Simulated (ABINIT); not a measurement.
System: Te, space group P3_121, 3 atoms in the cell; a = 4.454 Å, c = 5.924 Å (hexagonal axes). Starting point: PBE, PseudoDojo NC SR PBE v0.4.1 standard, no spin polarisation, no spin-orbit coupling, 3×3×2 k mesh, 952 eV cutoff, fixed occupations (ABINIT). Many-body step: G0W0 with cutoff of the screening (Ha) 4, bands in the sums 164, wave-function cutoff in the screening (Ha) 21, frequency treatment Godby-Needs plasmon pole and extrapolar completion of the band sums yes.

In PBE the smallest gap over these k points is 0.16 eV, with direct gaps of 0.16 eV at (0.33, 0.33, 0.50).

Question: What does G0W0 give?

Answer: Over the k points that were corrected, the smallest gap goes from 0.16 eV in PBE (direct at (0.33, 0.33, 0.50)) to 0.47 eV in G0W0 (direct at (0.33, 0.33, 0.50)), a change of +0.31 eV. The quasiparticle weight (renormalisation factor) is 0.79 for the top filled and first empty levels.

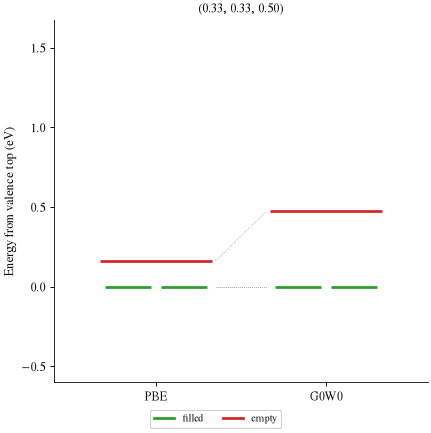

Levels at (0.33, 0.33, 0.50) in PBE and in G0W0, each set counted from its own valence top. Only the states that were corrected are drawn, so degenerate partners can be missing.

| k point | PBE direct gap (eV) | G0W0 direct gap (eV) |
| --- | --- | --- |
| (0.33, 0.33, 0.50) | 0.16 | 0.47 |

The k mesh is coarse (spacing up to 0.54 Å⁻¹), so the values aren't converged. The k mesh is coarse for a many-body step. A filled d shell is in the valence without the s and p states of its shell, which makes GW gaps too small, often by several tenths of an eV. An odd mesh through Γ misses points on the zone boundary, where band edges often lie. Spin-orbit coupling is left out, which matters for Te. Bands, cutoffs and mesh are finite, so these values aren't at the basis limit.
